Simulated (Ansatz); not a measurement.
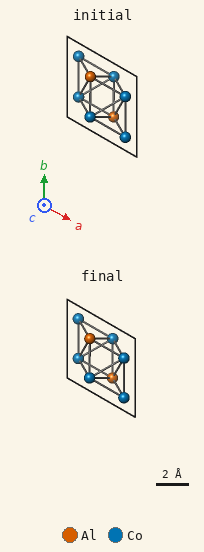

The structure of crystalline AlCo3 (set up in P6_3/mmc) before (top) and after (bottom) a relaxation, at one scale.

The picture is a ball-and-stick view of the cell of the calculation, seen along the c axis.

Case: relaxed functional: LDA.

Level of theory: Ansatz, DFT LDA, scalar-relativistic, plane waves, PAW. (plane-wave cutoff 420 eV; k-point mesh 12 × 12 × 10; occupations gaussian; smearing width 0.1 eV; collinear spin; cell and atoms relaxed; force threshold 0.01 eV/Å; at most 60 steps)

> What changed between the two?

The atoms keep their places relative to the cell (all moves are under 0.005 Å). Cell: a = b 5.074 → 4.951 Å (−2.4 %), c 4.086 → 3.988 Å (−2.4 %). Volume −7.1 %. Some distances before and after: Co–Co 2.564 → 2.499 Å, Al–Co 2.523 → 2.461 Å, Al–Co 2.537 → 2.476 Å, Co–Co 2.505 → 2.445 Å. The space group stays P6_3/mmc (No. 194). The energy falls by 0.310 eV per cell of the calculation in 5 accepted moves (7 points after the start). The largest force component goes from 0.046 to under 0.0001 eV/Å. Pressure: −14.37 GPa at the start and 0.00 GPa at the end. The SCF was repeated twice at an unchanged geometry on a basis and grid sized afresh for the cell, which shifted the energy by 5.7 meV per cell of the calculation at most.
